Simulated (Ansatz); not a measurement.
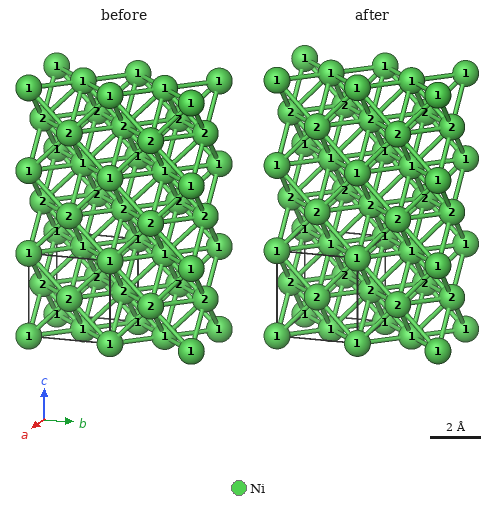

Left: solid Ni (set up in Fm-3m). Right: the same structure after one change, at the same scale. The picture is a ball-and-stick view of the conventional cell (2 times the calculation's cell), repeated 1 × 2 × 3 with one cell outlined, seen slightly off an axis. Lengths and directions refer to the drawn axes.

All numbers below come from DFT PBEsol, scalar-relativistic, plane waves, PAW (Ansatz 0.2.0). Settings: plane-wave cutoff 420 eV; k-point mesh 22 × 22 × 16; occupations gaussian; smearing width 0.1 eV; collinear spin.

> What was changed?

Uniaxial strain along c, +3.0 %, is applied. The a and b axes and the atoms are relaxed.

> How do the computed properties respond?

Energy change: +5.9 meV per atom. Pressure: 0.0 GPa before, −2.0 GPa after. The principal stresses (compression positive) are −6.0 GPa along c and none across it. The absolute magnetisation per cell goes from 1.42 to 1.43 μB (net moment 1.26 and 1.27 μB). It is metallic before and after. Cell: a = b 3.463 → 3.428 Å (−1.0 %), c 3.463 → 3.567 Å (+3.0 %). Volume +0.9 %. The atoms keep their places relative to the cell (all moves are under 0.005 Å). Among the bonded contacts that change: Ni–Ni 2.449 → 2.424 to 2.474 Å. The space group (tolerance 0.01 Å) goes from Fm-3m (No. 225) to I4/mmm (No. 139).
